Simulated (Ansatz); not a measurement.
Consider ScAl$_{3}$N$_{4}$.

Input file:

```
crystal:
  lattice:
    - [6.4715, 0.0, 0.0]
    - [-3.23575, 5.6044834006, 0.0]
    - [0.0, 0.0, 10.024]
  atoms:
    - { symbol: Al, position: [0.1666666667, 0.3333333333, 0.0] }
    - { symbol: Sc, position: [0.1666666667, 0.3333333333, 0.5] }
    - { symbol: Al, position: [0.1666666667, 0.8333333333, 0.0] }
    - { symbol: Al, position: [0.1666666667, 0.8333333333, 0.5] }
    - { symbol: Al, position: [0.6666666667, 0.3333333333, 0.0] }
    - { symbol: Sc, position: [0.6666666667, 0.3333333333, 0.5] }
    - { symbol: Al, position: [0.6666666667, 0.8333333333, 0.0] }
    - { symbol: Al, position: [0.6666666667, 0.8333333333, 0.5] }
    - { symbol: Al, position: [0.3333333333, 0.1666666667, 0.25] }
    - { symbol: Al, position: [0.3333333333, 0.1666666667, 0.75] }
    - { symbol: Al, position: [0.3333333333, 0.6666666667, 0.25] }
    - { symbol: Al, position: [0.3333333333, 0.6666666667, 0.75] }
    - { symbol: Al, position: [0.8333333333, 0.1666666667, 0.25] }
    - { symbol: Al, position: [0.8333333333, 0.1666666667, 0.75] }
    - { symbol: Sc, position: [0.8333333333, 0.6666666667, 0.25] }
    - { symbol: Sc, position: [0.8333333333, 0.6666666667, 0.75] }
    - { symbol: "N", position: [0.1666666667, 0.3333333333, 0.1915] }
    - { symbol: "N", position: [0.1666666667, 0.3333333333, 0.6915] }
    - { symbol: "N", position: [0.1666666667, 0.8333333333, 0.1915] }
    - { symbol: "N", position: [0.1666666667, 0.8333333333, 0.6915] }
    - { symbol: "N", position: [0.6666666667, 0.3333333333, 0.1915] }
    - { symbol: "N", position: [0.6666666667, 0.3333333333, 0.6915] }
    - { symbol: "N", position: [0.6666666667, 0.8333333333, 0.1915] }
    - { symbol: "N", position: [0.6666666667, 0.8333333333, 0.6915] }
    - { symbol: "N", position: [0.3333333333, 0.1666666667, 0.4415] }
    - { symbol: "N", position: [0.3333333333, 0.1666666667, 0.9415] }
    - { symbol: "N", position: [0.3333333333, 0.6666666667, 0.4415] }
    - { symbol: "N", position: [0.3333333333, 0.6666666667, 0.9415] }
    - { symbol: "N", position: [0.8333333333, 0.1666666667, 0.4415] }
    - { symbol: "N", position: [0.8333333333, 0.1666666667, 0.9415] }
    - { symbol: "N", position: [0.8333333333, 0.6666666667, 0.4415] }
    - { symbol: "N", position: [0.8333333333, 0.6666666667, 0.9415] }
scf:
  occupations: { method: fixed }
output:
  forces: true
  stress: true
  eigenvalues: true
  write_density: true
  write_potential: true
  elf: true
  volumetric_format: npy
hamiltonian:
  xc: pbe
basis:
  ecutwfc: 560
kpoints:
  mp_grid: { grid: [3, 3, 2] }
relax:
  f_tol: 0.005
  max_steps: 80
  cell: { stress_tol: 0.1 }
```

Launched as:

```sh
ansatz run input.yaml --threads 8 --pin off --max-ram 24576MiB --backend cpu --events-out ev --progress --plain --runs-dir out
```

Below, planes, directions and counts refer to the conventional cell (a = 11.22 Å, b = 6.47 Å, c = 10.18 Å, α = 90.00°, β = 90.02°, γ = 90.00°).

The fields are those of the relaxed geometry.

Space group Cm; a generated structure, not necessarily the stable one.

The calculation used DFT PBE, scalar-relativistic, plane waves, PAW in Ansatz 0.2.0.

What can the converged valence pseudo-density and electron localisation function tell about the bonding?

Sc–N (2.05 Å): the density is about 0.64 e/Å³ at the midpoint; the ELF peaks at about 0.85 in the valence shell of N, 0.6 Å from its nucleus, and is about 0.25 at the midpoint (no shared electron pair shows on this line).
Al–N (1.92 Å): the density is about 0.64 e/Å³ at the midpoint; the ELF peaks at about 0.85 between the atoms; a polar covalent bond.
Al–N (1.95 Å): the density is about 0.62 e/Å³ at the midpoint; the ELF peaks at about 0.90 between the atoms (a shared but strongly polarised pair).
Sc–N (2.08 Å): ρ at the midpoint is about 0.6 e/Å³; the ELF peaks at about 0.85 in the valence shell of N, 0.6 Å from its nucleus, and is about 0.25 at the midpoint (no localised pair shows between them).

Does the calculation make it a metal, or give it a gap?

It is gapped, with a Kohn–Sham gap of 3.6 eV on the k-point mesh, an upper bound to the gap of this method.

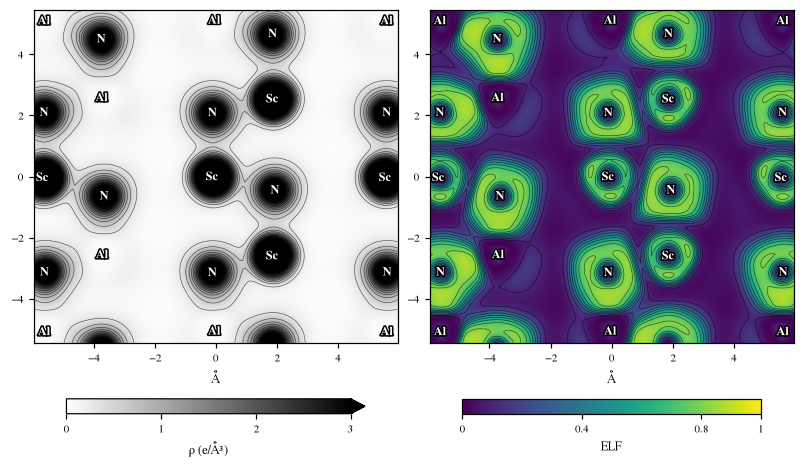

Computed valence pseudo-density and electron localisation function on the (010) plane of the conventional cell, in this order. 

The density is the valence pseudo-density of a PAW calculation; it isn't the true density close to the nuclei.
